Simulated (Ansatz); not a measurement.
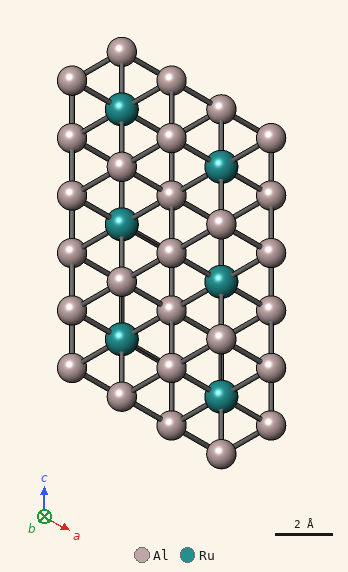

This is the input geometry for a relaxation of solid Al₃Ru (a generated structure, set up in Im-3m) (coarse preliminary run). Style: ball-and-stick. Shown: the cell of the calculation, repeated 1 × 1 × 2 with one cell outlined, along the b axis.

Level of theory: DFT PBE, scalar-relativistic, plane waves, PAW in Ansatz.

The input:
```yaml
crystal:
  lattice:
    - [-2.48387637, 2.48387637, 2.48387637]
    - [2.48387637, -2.48387637, 2.48387637]
    - [2.48387637, 2.48387637, -2.48387637]
  atoms:
    - { symbol: Al, position: [0.0, 0.5, 0.5] }
    - { symbol: Al, position: [0.5, 0.0, 0.5] }
    - { symbol: Al, position: [0.5, 0.5, 0.0] }
    - { symbol: Ru, position: [0.0, 0.0, 0.0] }
basis:
  ecutwfc: 420
kpoints:
  mp_grid: { grid: [6, 6, 6] }
hamiltonian:
  xc: pbe
scf:
  occupations: { method: gaussian, width: 0.1 }
  lower_state_search: "off"
output:
  forces: true
  stress: true
  eigenvalues: true
relax:
  adjacent_minimum: "off"
  f_tol: 0.04
  max_steps: 70
  cell: { stress_tol: 0.4 }
```

Run as
```bash
ansatz run input.yaml --threads 1 --pin off --max-ram 2560MiB --backend cpu --events-out ev --progress --plain --runs-dir out
```

Where does the relaxation end?

Over 3 accepted moves (4 points after the start) the energy falls by 113 meV per atom. All forces vanish by symmetry, so only the cell relaxes. The pressure goes from 17.35 to 0.09 GPa. The SCF was repeated once at an unchanged geometry on a basis and grid sized afresh for the cell, which shifted the energy by 1.4 meV per atom at most. No atom moves by more than 0.005 Å relative to the cell. The drawn cell changes as follows: a = b = c 4.302 → 4.510 Å (+4.8 %); the volume changes by +15.2 %. Near-neighbour distances that change, for instance: Al1–Al2 2.484 → 2.604 Å, Al1–Ru4 2.484 → 2.604 Å. The space group stays Im-3m (No. 229).

Step by step:

```
step  E − E(0), meV/atom  pressure, GPa  volume, Å³/atom                      note
   0                0.00          17.35           15.325                          
   1             -107.23           2.73           17.167                          
   2             -111.03           0.50           17.561                          
   3             -111.15          -0.01           17.657                          
   4             -112.53           0.09           17.657  same geometry, new basis
```

The structure at the end:

```xyz
4
Lattice="-2.6040 2.6040 2.6040 2.6040 -2.6040 2.6040 2.6040 2.6040 -2.6040" Properties=species:S:1:pos:R:3 pbc="T T T"
Al    2.6040    0.0000    0.0000
Al    0.0000    2.6040    0.0000
Al    0.0000    0.0000    2.6040
Ru    2.6040    2.6040    2.6040
```

After the run, drawn alike:

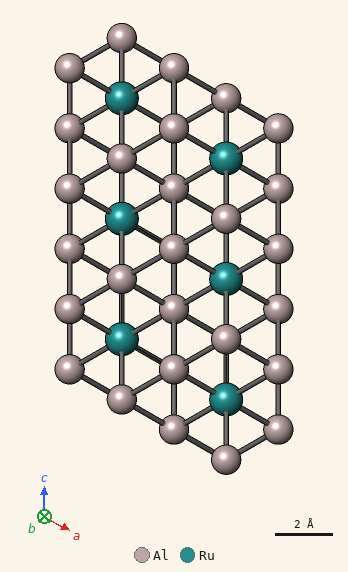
